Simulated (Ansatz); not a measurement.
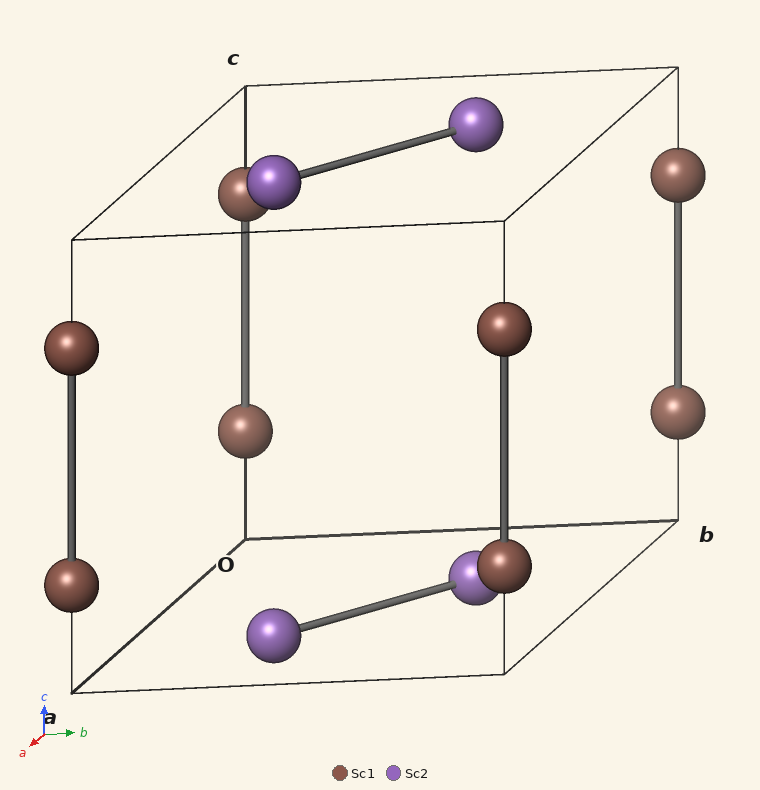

Crystal: Sc, coordinates from a relaxation with Ansatz, DFT PBE, scalar-relativistic, plane waves, PAW; the starting structure was generated, so it need not be a known form of this composition. One unit cell; atoms that symmetry makes equivalent share a colour (atoms on faces, edges and corners are repeated). The drawing is computed from the coordinates (standard cell, symmetry found to 0.002 Å).

a = 5.124 Å, b = 5.124 Å, c = 5.781 Å, α = 90.00°, β = 90.00°, γ = 120.00°; space group P6/mmm (No. 191).

One atom of each site: Sc1 (0, 0, 0.239); Sc2 (1/3, 2/3, 0).

Give the multiplicity, Wyckoff letter and site symmetry of each site.

Answer.
| site | Wyckoff | symmetry |
| --- | --- | --- |
| Sc1 | 2e | 6mm |
| Sc2 | 2c | -6m2 |

How many free positional parameters does the structure have?

Answer. 1: Sc1 1, Sc2 0.
